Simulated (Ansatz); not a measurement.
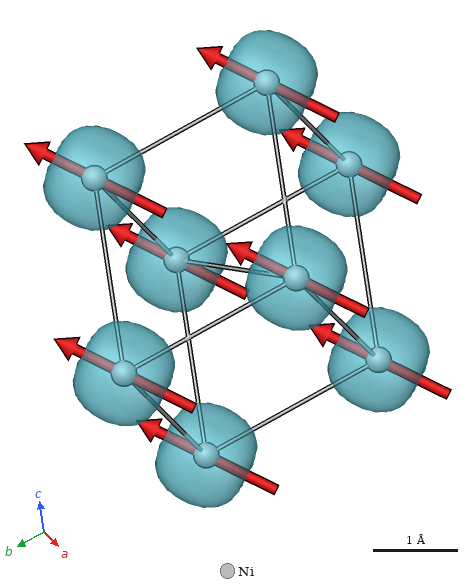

Ni. Isosurface of the size of the magnetisation density at 0.15 e/Å³ (cyan), with the spin moments of the magnetic sites as arrows; seen at an oblique angle.

Space group I4/mmm; a structure from a database of computed crystals, not necessarily the ambient phase.

All numbers below come from DFT, PBE, PAW with Ansatz's default frozen-core files, fully relativistic files with spin-orbit coupling in Ansatz 0.2.0.

The density is the valence pseudo-density of a PAW calculation; it isn't the true density close to the nuclei.

```
Ni
1.0
    -1.35684    1.35684    1.43906
     1.35684   -1.35684    1.43906
     1.35684    1.35684   -1.43906
Ni
1
Direct
  0.00000 0.00000 0.00000
```

> Describe the magnetic structure.

Spin moments: Ni 0.6 μB. There is one magnetic site in the cell, along [0 1 1] of the cell.
